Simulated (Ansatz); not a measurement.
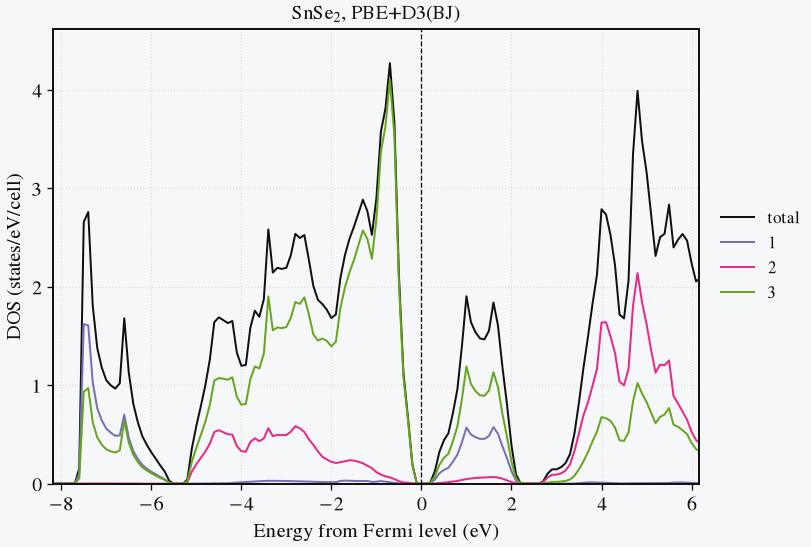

Density of states. Energies are counted from the Fermi level. The partial curves are projected on Löwdin-orthogonalised atomic shells.

System: SnSe$_{2}$, space group P-3m1, 3 atoms in the cell.

Ansatz 0.2.0; DFT PBE+D3(BJ), scalar-relativistic, plane waves, PAW, no spin polarisation, 12×12×6 k mesh, 420 eV cutoff.

Question: Assign each number in the legend. The candidates: Se 4p, Sn 5p, Sn 5s.

Answer: 1 is Sn 5s; 2 is Sn 5p; 3 is Se 4p.

Question: Metal or insulator, going by the density of states?

Answer: There is a gap; over the k points computed it is 0.35 eV.
